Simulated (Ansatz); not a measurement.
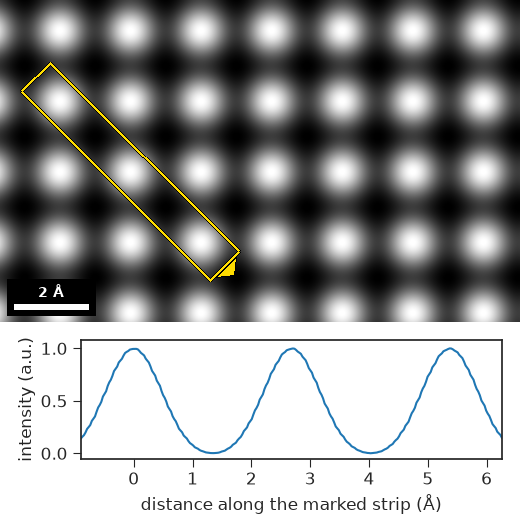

HAADF-like image of Si (Fm-3m, No. 225) along [001]. The image is simulated as a sum over atoms of Z^1.6, blurred by a 1.16 Å probe (no channelling). The probe carries 15 % of its weight in a tail 2.5 times as wide. Atomic positions: coordinates from a relaxation with DFT, r2SCAN, plane waves (500 eV) with PAW, scalar-relativistic in Ansatz; the starting structure was generated, so it need not be a known form of this composition.

```
Si
1.0
     3.80104    0.00000    0.00000
     0.00000    3.80104    0.00000
     0.00000    0.00000    3.80104
Si
4
Direct
  0.00000 0.00000 0.00000
  0.00000 0.50000 0.50000
  0.50000 0.00000 0.50000
  0.50000 0.50000 0.00000
```

The curve is the intensity along the marked strip, in the direction of its arrowhead, with zero distance at the first column. Brightness is counted from the darkest point of the image.

> Assign the peaks of the line profile.

```csv
position (Å),atoms per repeat along the beam,height (% of the highest)
0.0,1 Si,100
2.7,1 Si,100
5.4,1 Si,100
```
